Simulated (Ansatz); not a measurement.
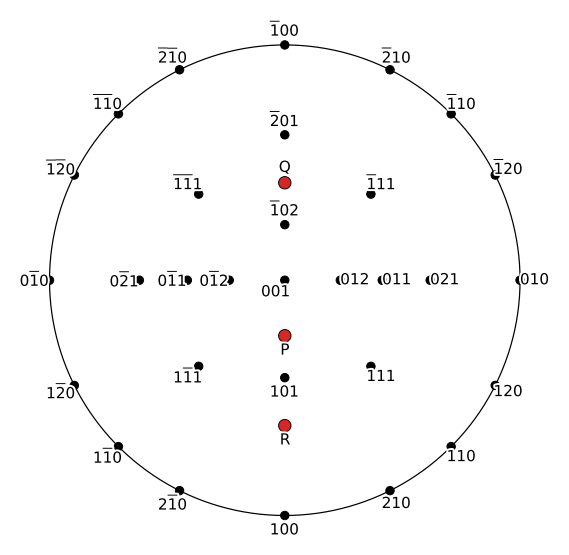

Crystal: Al, the end point of a relaxation with DFT, revPBE, plane waves (420 eV) with PAW, scalar-relativistic (Ansatz); the starting structure was generated, so it need not be a known form of this composition. Stereographic projection of plane normals (upper hemisphere) centred on (0 0 1). The drawing is computed from the coordinates (standard cell, symmetry found to 0.002 Å).

a = 2.735 Å, b = 2.735 Å, c = 2.735 Å, α = 90.00°, β = 90.00°, γ = 90.00°.

Index the poles marked P, Q, R.

P is (1 0 2), 26.6° from the centre; Q is (−1 0 1), 45.0° from the centre; R is (2 0 1), 63.4° from the centre.

What is the angle between the normals of (0 −1 0) and (−1 −1 0), and what are their d_hkl = 1/|g|?

45.0°; d = 2.735 Å and 1.934 Å.
